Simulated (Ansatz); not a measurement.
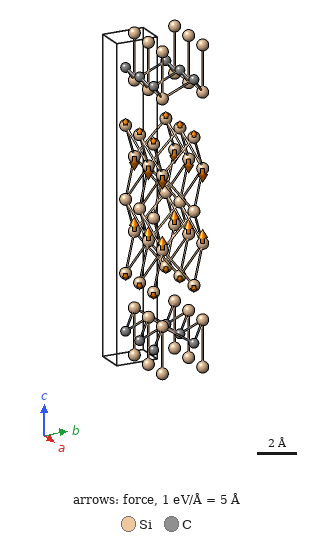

Starting geometry of solid Si$_{4}$C (a generated structure, set up in P-6m2) with the computed forces as orange arrows. A ball-and-stick model of the cell of the calculation, repeated 3 × 2 × 1 with one cell outlined, seen slightly off an axis.

Level of theory: DFT PBE, scalar-relativistic, plane waves, PAW (Ansatz 0.2.0).

Input file:
```yaml
crystal:
  lattice:
    - [2.9377321295, 0.0, 0.0]
    - [-1.4688660648, 2.5441506537, 0.0]
    - [0.0, 0.0, 17.0340704094]
  atoms:
    - { symbol: Si, position: [0.3333333333, 0.6666666667, 0.0] }
    - { symbol: Si, position: [0.3333333333, 0.6666666667, 0.146396348] }
    - { symbol: Si, position: [0.3333333333, 0.6666666667, 0.3836074131] }
    - { symbol: Si, position: [0.3333333333, 0.6666666667, 0.6163925869] }
    - { symbol: Si, position: [0.3333333333, 0.6666666667, 0.853603652] }
    - { symbol: Si, position: [0.6666666667, 0.3333333333, 0.2701013379] }
    - { symbol: Si, position: [0.6666666667, 0.3333333333, 0.5] }
    - { symbol: Si, position: [0.6666666667, 0.3333333333, 0.7298986621] }
    - { symbol: C, position: [0.6666666667, 0.3333333333, 0.0904986123] }
    - { symbol: C, position: [0.6666666667, 0.3333333333, 0.9095013877] }
basis:
  ecutwfc: 420
kpoints:
  mp_grid: { grid: [12, 12, 4] }
hamiltonian:
  xc: pbe
scf:
  occupations: { method: gaussian, width: 0.1 }
output:
  forces: true
  stress: true
  eigenvalues: true
  write_density: true
  write_potential: true
  elf: true
  volumetric_format: npy
relax:
  adjacent_minimum: "off"
  f_tol: 0.01
  max_steps: 80
  cell: { stress_tol: 0.05 }
```

Run as
```bash
ansatz run input.yaml --threads 1 --pin off --max-ram 2560MiB --backend cpu --events-out ev --progress --plain --runs-dir out
```

What follows when this structure is relaxed?

It isn't relaxed: the largest force vector, on Si atoms, is 0.15 eV/Å. The final displacements have little in common with the starting forces (cosine between the two patterns 0.07). The energy falls by 307 meV per atom in 23 accepted moves (26 points after the start). The largest force component goes from 0.15 to 0.00075 eV/Å. Pressure: 0.29 GPa at the start and 0.00 GPa at the end. The line search rejected the trial step at point 16 of the run. The SCF was repeated twice at an unchanged geometry on a basis and grid sized afresh for the cell, which shifted the energy by 3.1 meV per atom at most. The largest moves relative to the cell, 1.49 Å, are those of C9 and C10. C10 goes along −c. By element the largest moves are C 1.49 Å, Si 0.51 Å. Cell: a = b 2.938 → 3.195 Å (+8.7 %), c 17.034 → 16.113 Å (−5.4 %). Volume +11.9 %. Some distances before and after: Si1–C10 2.292 → 3.481 Å, Si6–C9 3.059 → 1.913 Å, Si2–Si6 2.705 → 3.113 Å, Si3–Si6 2.572 → 2.377 Å. New bonds form: Si6–C9 (3.06 → 1.91 Å), Si8–C10 (3.06 → 1.91 Å). Among the angles between lasting bonds that change: Si1–Si5–C10 60.7° → 107.9°, Si6–Si3–Si7 98.2° → 81.6°, Si6–Si3–Si6 69.7° → 84.4°. The space group stays P-6m2 (No. 187). The run took 6.7 min on 1 thread of Intel(R) Xeon(R) Platinum 8488C (Sapphire Rapids), with other jobs on the host, peak memory 0.54 GiB.
